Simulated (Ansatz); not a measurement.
System: Mo (slab).

Input file:

```
crystal:
  lattice:
    - [2.7370225068, 0.0, 0.0]
    - [0.0, 4.4695390375, 0.0]
    - [0.0, 0.0, 27.9024478323]
  atoms:
    - { symbol: Mo, position: [0.3333333333, 0.5, 0.2687936214] }
    - { symbol: Mo, position: [0.6666666667, 0.0, 0.3150348972] }
    - { symbol: Mo, position: [0.0, 0.5, 0.3612761729] }
    - { symbol: Mo, position: [0.3333333333, 0.0, 0.4075174486] }
    - { symbol: Mo, position: [0.6666666667, 0.5, 0.4537587243] }
    - { symbol: Mo, position: [0.0, 0.0, 0.5] }
    - { symbol: Mo, position: [0.3333333333, 0.5, 0.5462412757] }
    - { symbol: Mo, position: [0.6666666667, 0.0, 0.5924825514] }
    - { symbol: Mo, position: [0.0, 0.5, 0.6387238271] }
    - { symbol: Mo, position: [0.3333333333, 0.0, 0.6849651028] }
    - { symbol: Mo, position: [0.6666666667, 0.5, 0.7312063786] }
basis:
  ecutwfc: 420
kpoints:
  mp_grid: { grid: [13, 8, 1] }
hamiltonian:
  xc: pbe
scf:
  occupations: { method: gaussian, width: 0.1 }
output:
  forces: true
  stress: true
  eigenvalues: true
  write_density: true
  write_potential: true
  elf: true
  volumetric_format: npy
efield:
  axis: 3
  dipole_correction: true
```

Run with:

```sh
ansatz run input.yaml --threads 2 --pin off --max-ram 5120MiB --backend cpu --events-out ev --progress --plain --runs-dir out
```

Not relaxed (largest force 1.7 eV/Å); computed without spin polarisation.

The calculation used DFT PBE, scalar-relativistic, plane waves, PAW in Ansatz 0.2.0.

What will maps of the valence pseudo-density and electron localisation function show?

Mo–Mo (2.74 Å): ρ at the midpoint is about 0.37 e/Å³; the ELF is about 0.30 at the midpoint: no shared electron pair shows on this line.

Does the calculation give a band gap?

It is metallic or semimetallic at this level of theory: no gap opens.

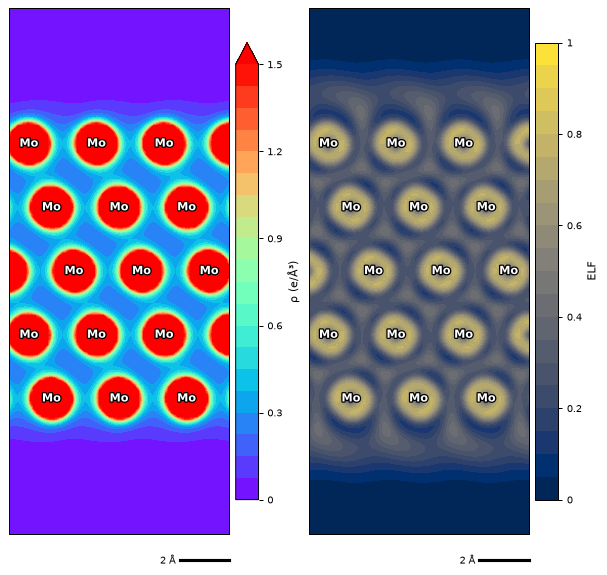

Computed valence pseudo-density and electron localisation function on the (010) plane of the calculation cell, a cut from vacuum to vacuum, in this order. 

Core electrons are frozen (PAW), and the valence fields are smoothed inside the atomic spheres.
